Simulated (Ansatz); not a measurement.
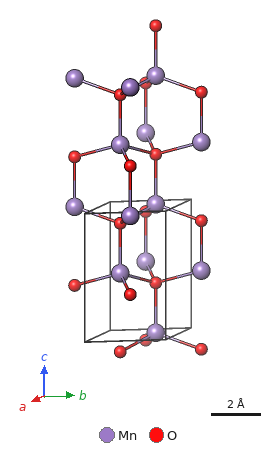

Starting structure of crystalline MnO (set up in P6_3mc). A ball-and-stick model of the cell of the calculation, repeated 1 × 1 × 2 with one cell outlined, seen slightly off an axis.

Case: volume × 1.03, shape and atoms relaxed.

Level of theory: Ansatz 0.2.0, DFT PBEsol, scalar-relativistic, plane waves, PAW.

Input file:
```yaml
crystal:
  lattice:
    - [3.4264100719, 0.0, 0.0]
    - [-1.7132050359, 2.9673581661, 0.0]
    - [0.0, 0.0, 5.3691479405]
  atoms:
    - { symbol: Mn, position: [0.3333333333, 0.6666666667, -0.0011595942], spin: 4.32 }
    - { symbol: Mn, position: [0.6666666667, 0.3333333333, 0.4988404058], spin: 4.32 }
    - { symbol: O, position: [0.3333333333, 0.6666666667, 0.3875895942], spin: 0.25 }
    - { symbol: O, position: [0.6666666667, 0.3333333333, 0.8875895942], spin: 0.25 }
basis:
  ecutwfc: 420
kpoints:
  mp_grid: { grid: [12, 12, 8] }
hamiltonian:
  xc: pbesol
scf:
  occupations: { method: gaussian, width: 0.1 }
output:
  forces: true
  stress: true
  eigenvalues: true
  populations: true
magnetization:
  spin_polarized: true
relax:
  adjacent_minimum: "off"
  f_tol: 0.01
  max_steps: 30
  cell: { stress_tol: 0.1, fix: [volume] }
```

Launched with:
```bash
ansatz run input.yaml --threads 1 --pin off --max-ram 2560MiB --backend cpu --events-out ev --progress --plain --runs-dir out
```

### Where does the relaxation end?

The largest moves relative to the cell, 0.005 Å, are those of Mn1, Mn2, O3 and O4. Mn1 goes along +c. By element the largest moves are Mn 0.005 Å, O 0.005 Å. The drawn cell changes at constant volume: a = b 3.426 → 3.419 Å (−0.2 %), c 5.369 → 5.392 Å (+0.4 %). The space group stays P6_3mc (No. 186). The energy falls by 0.3 meV per cell of the calculation in 2 accepted moves (3 points after the start). The largest force component goes from 0.011 to 0.0085 eV/Å. The pressure goes from −3.53 to −3.48 GPa. At 1 point the geometry stayed and the basis and grid were re-selected for the new cell (energy shift of 0.1 meV per cell of the calculation at most each time). The run may lie on a higher electronic state than the lowest, so the end point isn't shown to be the ground-state structure.

History of the run:

| step | E − E(0), meV/atom | largest force component, eV/Å | pressure, GPa | note |
| --- | --- | --- | --- | --- |
| 0 | 0.00 | 0.0107 | -3.53 |  |
| 1 | -0.03 | 0.0118 | -3.51 |  |
| 2 | -0.07 | 0.0084 | -3.48 |  |
| 3 | -0.09 | 0.0085 | -3.48 | same geometry, new basis |
